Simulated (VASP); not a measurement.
# Geometry relaxation, with input and output: FeSi$_{2}$ (part 3 of 3)

Continued. System: FeSi$_{2}$ (P4/mmm, 3 atoms in the cell). Method: Kohn-Sham DFT of a periodic cell, PBEsol, VASP PAW PBE potentials, recommended, no spin polarisation (VASP 6.6.1); cutoff 600 eV, 16×16×8 k-mesh, Gaussian smearing of 0.1 eV. The structure derives from an entry of the Crystallography Open Database.

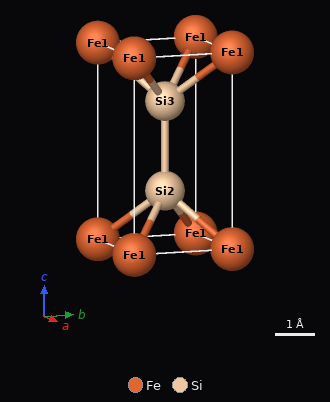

Fig. 1: The geometry at step 3 of the log (ball-and-stick view of the cell of the calculation, seen slightly off an axis; atoms are numbered from 1 in the order of the input).

**Parts of OUTCAR, continued**
```
  FORCE on cell =-STRESS in cart. coord.  units (eV):
  Direction    XX          YY          ZZ          XY          YZ          ZX
  --------------------------------------------------------------------------------------
  -------------------------------------------------------------------------------------
  Total       -0.0679791     -0.0679791     -0.0495166      0.0000000      0.0000000     -0.0000000
  in kB       -2.9684856     -2.9684856     -2.1622731      0.0000000      0.0000000     -0.0000000
  external PRESSURE =      -2.6997481 kB  Pullay stress =       0.0000000 kB

 VOLUME and BASIS-vectors are now :
 -----------------------------------------------------------------------------
  energy-cutoff  :      600.00
  volume of cell :       36.69
      direct lattice vectors                 reciprocal lattice vectors
     2.679230656  0.000000000 -0.000000000     0.373241474 -0.000000000 -0.000000000
     0.000000000  2.679230656 -0.000000000     0.000000000  0.373241474  0.000000000
     0.000000000  0.000000000  5.111291644     0.000000000 -0.000000000  0.195645263

 POSITION                                       TOTAL-FORCE (eV/Angst)
 -----------------------------------------------------------------------------------
      0.00000      2.67923      5.11129         0.000000      0.000000      0.000000
      1.33962      1.33962      1.39095        -0.000000     -0.000000     -0.029349
      1.33962      1.33962      3.72035         0.000000      0.000000      0.029349
 -----------------------------------------------------------------------------------
    total drift:                                0.000000      0.000000      0.000000

  FREE ENERGIE OF THE ION-ELECTRON SYSTEM (eV)
  ---------------------------------------------------
  free  energy   TOTEN  =       -21.9541600763 eV

  energy  without entropy=      -21.9490280218  energy(sigma->0) =      -21.95159405

--------------------------------------- Ionic step        5  -------------------------------------------

 number of electron      15.9999999 magnetization

------------------------ aborting loop because EDIFF is reached ----------------------------------------

  FORCE on cell =-STRESS in cart. coord.  units (eV):
  Direction    XX          YY          ZZ          XY          YZ          ZX
  --------------------------------------------------------------------------------------
  -------------------------------------------------------------------------------------
  Total       -0.0430574     -0.0430574      0.0163751      0.0000000      0.0000000     -0.0000000
  in kB       -1.8812832     -1.8812832      0.7154689      0.0000000      0.0000000     -0.0000000
  external PRESSURE =      -1.0156992 kB  Pullay stress =       0.0000000 kB

 VOLUME and BASIS-vectors are now :
 -----------------------------------------------------------------------------
  energy-cutoff  :      600.00
  volume of cell :       36.67
      direct lattice vectors                 reciprocal lattice vectors
     2.679286970  0.000000000 -0.000000000     0.373233629 -0.000000000 -0.000000000
     0.000000000  2.679286970 -0.000000000     0.000000000  0.373233629  0.000000000
     0.000000000  0.000000000  5.108169178     0.000000000 -0.000000000  0.195764855

 POSITION                                       TOTAL-FORCE (eV/Angst)
 -----------------------------------------------------------------------------------
      0.00000      0.00000     -0.00000        -0.000000     -0.000000      0.000000
      1.33964      1.33964      1.38931        -0.000000      0.000000     -0.005179
      1.33964      1.33964      3.71886         0.000000     -0.000000      0.005179
 -----------------------------------------------------------------------------------
    total drift:                               -0.000000      0.000000     -0.000000

  FREE ENERGIE OF THE ION-ELECTRON SYSTEM (eV)
  ---------------------------------------------------
  free  energy   TOTEN  =       -21.9541974812 eV

  energy  without entropy=      -21.9490788301  energy(sigma->0) =      -21.95163816

--------------------------------------- Ionic step        6  -------------------------------------------

 number of electron      15.9999999 magnetization

 Free energy of the ion-electron system (eV)
  ---------------------------------------------------
  ext. energy  EPLUGINS =         0.00000000
  ---------------------------------------------------
  free energy    TOTEN  =       -21.95422026 eV

  energy without entropy =      -21.94909560  energy(sigma->0) =      -21.95165793

 E-fermi :  10.0278     XC(G=0): -12.1179     alpha+bet :-17.3223

 val. band max:       10.0186079724   @ k =   0.4375   0.2500   0.0000
 cond. band min:      10.0454277943   @ k =   0.5000   0.2500   0.0000
 fundamental gap:      0.0268198219
 Fermi energy:        10.0278356814

 k-point     1 :       0.0000    0.0000    0.0000
  band No.  band energies     occupation
      1      -3.9914      2.00000
      2       0.8196      2.00000
      3       1.9927      2.00000
      4       6.4123      2.00000
      5       8.3475      2.00000
      6       8.5139      2.00000
      7       8.5139      2.00000
      8       9.4003      2.00000
      9      14.6350      0.00000
     10      14.6350      0.00000
     11      16.5803      0.00000
     12      17.1664      0.00000

 k-point     2 :       0.0625    0.0000    0.0000
  band No.  band energies     occupation
      1      -3.9113      2.00000
      2       0.8757      2.00000
      3       2.0697      2.00000
      4       6.4121      2.00000
      5       8.3442      2.00000
      6       8.4426      2.00000
      7       8.5290      2.00000
      8       9.3272      2.00000
      9      13.7413      0.00000
     10      14.7472      0.00000
     11      16.6736      0.00000
     12      17.4875      0.00000

 k-point     3 :       0.1250    0.0000    0.0000
  band No.  band energies     occupation
      1      -3.6723      2.00000
      2       1.0415      2.00000
      3       2.2986      2.00000
      4       6.3838      2.00000
      5       8.2396      2.00000
      6       8.3141      2.00000
      7       8.5722      2.00000
      8       9.1311      2.00000
      9      12.2908      0.00000
     10      15.0648      0.00000
     11      16.2362      0.00000
     12      16.9731      0.00000

 k-point     4 :       0.1875    0.0000    0.0000
  band No.  band energies     occupation
      1      -3.2779      2.00000
      2       1.3099      2.00000
      3       2.6725      2.00000
      4       6.2233      2.00000
      5       7.9315      2.00000
      6       8.1962      2.00000
      7       8.6379      2.00000
      8       8.8645      2.00000
      9      11.0590      0.00000
     10      14.9868      0.00000
     11      15.5469      0.00000
     12      17.0122      0.00000

 k-point     5 :       0.2500    0.0000    0.0000
  band No.  band energies     occupation
      1      -2.7349      2.00000
      2       1.6661      2.00000
      3       3.1792      2.00000
      4       5.7281      2.00000
      5       7.5491      2.00000
      6       7.9658      2.00000
      7       8.5814      2.00000
      8       8.7168      2.00000
      9      10.3432      0.00001
     10      13.8350      0.00000
     11      15.5333      0.00000
     12      16.1538      0.00000

 [... the levels of 18 k-points are left out ...]

 k-point    24 :       0.5000    0.1250    0.0000
  band No.  band energies     occupation
      1       0.2864      2.00000
      2       2.3177      2.00000
      3       3.2621      2.00000
      4       5.4675      2.00000
      5       6.0575      2.00000
      6       7.0977      2.00000
      7       8.0776      2.00000
      8       9.2467      2.00000
      9      10.1184      0.20023
     10      11.5289      0.00000
     11      12.3980      0.00000
     12      15.3601      0.00000

 [... further k-points ...]

------------------------ aborting loop because EDIFF is reached ----------------------------------------

  FORCE on cell =-STRESS in cart. coord.  units (eV):
  Direction    XX          YY          ZZ          XY          YZ          ZX
  --------------------------------------------------------------------------------------
  -------------------------------------------------------------------------------------
  Total        0.0072133      0.0072133     -0.0111791      0.0000000      0.0000000      0.0000000
  in kB        0.3154180      0.3154180     -0.4888297      0.0000000      0.0000000      0.0000000
  external PRESSURE =       0.0473354 kB  Pullay stress =       0.0000000 kB

 VOLUME and BASIS-vectors are now :
 -----------------------------------------------------------------------------
  energy-cutoff  :      600.00
  volume of cell :       36.64
      direct lattice vectors                 reciprocal lattice vectors
     2.677671203  0.000000000 -0.000000000     0.373458847 -0.000000000  0.000000000
     0.000000000  2.677671203 -0.000000000     0.000000000  0.373458847  0.000000000
    -0.000000000  0.000000000  5.110280601     0.000000000 -0.000000000  0.195683971

 POSITION                                       TOTAL-FORCE (eV/Angst)
 -----------------------------------------------------------------------------------
      0.00000      2.67767      5.11028         0.000000      0.000000      0.000000
      1.33884      1.33884      1.38991        -0.000000      0.000000      0.003843
      1.33884      1.33884      3.72037         0.000000      0.000000     -0.003843
 -----------------------------------------------------------------------------------
    total drift:                               -0.000000      0.000000      0.000000

  FREE ENERGIE OF THE ION-ELECTRON SYSTEM (eV)
  ---------------------------------------------------
  free  energy   TOTEN  =       -21.9542202632 eV

  energy  without entropy=      -21.9490955999  energy(sigma->0) =      -21.95165793

 reached required accuracy - stopping structural energy minimisation
```

**CONTCAR**
```
FeSi2
   1.00000000000000
     2.6776712026283089    0.0000000000000000   -0.0000000000000000
     0.0000000000000000    2.6776712026283089   -0.0000000000000000
    -0.0000000000000000    0.0000000000000000    5.1102806006113193
  Fe              Si
     1     2
Direct
     0.0000000000000000    1.0000000000000000    1.0000000000000000
     0.5000000000000000    0.5000000000000000    0.2719826843389769
     0.5000000000000000    0.5000000000000000    0.7280173156610230

  0.00000000E+00  0.00000000E+00  0.00000000E+00
  0.00000000E+00  0.00000000E+00  0.00000000E+00
  0.00000000E+00  0.00000000E+00  0.00000000E+00
```

**Trajectory as extended XYZ (Å, eV, eV/Å), 6 frames, from step=0 to step=5**
```
3
Lattice="2.6840 0.0000 0.0000 0.0000 2.6840 0.0000 0.0000 0.0000 5.1280" Properties=species:S:1:pos:R:3:forces:R:3 step=0 energy=-21.94993
Fe    0.0000    0.0000    0.0000    0.0000   0.0000   0.0000
Si    1.3420    1.3420    1.3846    0.0000   0.0000   0.2881
Si    1.3420    1.3420    3.7434    0.0000   0.0000  -0.2881
3
Lattice="2.6766 0.0000 -0.0000 0.0000 2.6766 0.0000 -0.0000 0.0000 5.0863" Properties=species:S:1:pos:R:3:forces:R:3 step=1 energy=-21.95243
Fe    0.0000    2.6766    5.0863    0.0000   0.0000   0.0000
Si    1.3383    1.3383    1.3871    0.0000   0.0000  -0.1244
Si    1.3383    1.3383    3.6992    0.0000   0.0000   0.1244
3
Lattice="2.6794 0.0000 -0.0000 0.0000 2.6794 0.0000 -0.0000 0.0000 5.1021" Properties=species:S:1:pos:R:3:forces:R:3 step=2 energy=-21.95405
Fe    0.0000    0.0000    0.0000    0.0000   0.0000   0.0000
Si    1.3397    1.3397    1.3861    0.0000   0.0000   0.0419
Si    1.3397    1.3397    3.7160    0.0000   0.0000  -0.0419
3
Lattice="2.6792 0.0000 -0.0000 0.0000 2.6792 -0.0000 0.0000 0.0000 5.1113" Properties=species:S:1:pos:R:3:forces:R:3 step=3 energy=-21.95416
Fe    0.0000    2.6792    5.1113    0.0000   0.0000   0.0000
Si    1.3396    1.3396    1.3909    0.0000   0.0000  -0.0293
Si    1.3396    1.3396    3.7203    0.0000   0.0000   0.0293
3
Lattice="2.6793 0.0000 -0.0000 0.0000 2.6793 -0.0000 0.0000 0.0000 5.1082" Properties=species:S:1:pos:R:3:forces:R:3 step=4 energy=-21.95420
Fe    0.0000    0.0000    0.0000    0.0000   0.0000   0.0000
Si    1.3396    1.3396    1.3893    0.0000   0.0000  -0.0052
Si    1.3396    1.3396    3.7189    0.0000   0.0000   0.0052
3
Lattice="2.6777 0.0000 -0.0000 0.0000 2.6777 -0.0000 -0.0000 0.0000 5.1103" Properties=species:S:1:pos:R:3:forces:R:3 step=5 energy=-21.95422
Fe    0.0000    2.6777    5.1103    0.0000   0.0000   0.0000
Si    1.3388    1.3388    1.3899    0.0000   0.0000   0.0038
Si    1.3388    1.3388    3.7204    0.0000   0.0000  -0.0038
```

This output came from the following input.

**INCAR**
```
SYSTEM = FeSi2
ALGO     = Fast           ! electronic algorithm
EDIFF    = 1E-7           ! SCF threshold, eV
EDIFFG   = -0.004         ! ionic threshold
ENCUT    = 600            ! plane-wave cutoff, eV
GGA      = PS             ! functional
IBRION   = 2              ! ionic algorithm
ISIF     = 3              ! what is computed and relaxed
ISMEAR   = 0              ! smearing method
LASPH    = .TRUE.         ! aspherical terms in the spheres
LCHARG   = .FALSE.        ! write CHGCAR
LREAL    = .FALSE.        ! projectors in reciprocal space
LWAVE    = .FALSE.        ! write WAVECAR
NELM     = 80             ! most SCF steps
NSW      = 80             ! ionic steps
PREC     = Accurate       ! precision mode
SIGMA    = 0.1            ! smearing width, eV
```

**KPOINTS**
```
k-points
0
G
  16 16 8
  0 0 0
```

**POSCAR**
```
FeSi2
1.0
    2.6840000000      0.0000000000      0.0000000000
    0.0000000000      2.6840000000      0.0000000000
    0.0000000000      0.0000000000      5.1280000000
Fe Si
1 2
Direct
    0.0000000000      0.0000000000      0.0000000000
    0.5000000000      0.5000000000      0.2700000000
    0.5000000000      0.5000000000      0.7300000000
```

Command:
```bash
cat potpaw_PBE.64/Fe/POTCAR potpaw_PBE.64/Si/POTCAR > POTCAR
mpirun -np 1 vasp_std > vasp.out
```

**Results in brief**

| quantity | value |
| --- | --- |
| outcome | converged |
| space group (tolerance 0.01 Å) | P4/mmm (123) |
| electrons treated | 16 |
| free energy | −21.9542 eV |
| Fermi energy | 10.028 eV |
| gap on the k-point mesh | none (metallic) |
| pressure | 0.00 GPa |
| final volume | 36.64 Å³ |
| largest force (length of the vector) at the end | 0.004 eV/Å |
| final cell | a = 2.678 Å, b = 2.678 Å, c = 5.110 Å, α = 90.00°, β = 90.00°, γ = 90.00° |
| hardware | 1 thread of Intel Xeon (Sapphire Rapids), 256 GiB of memory available, shared host |
| wall time | 5.3 min |
| peak memory | 0.27 GiB |

The run has no spin polarisation, so a magnetic state may lie lower.
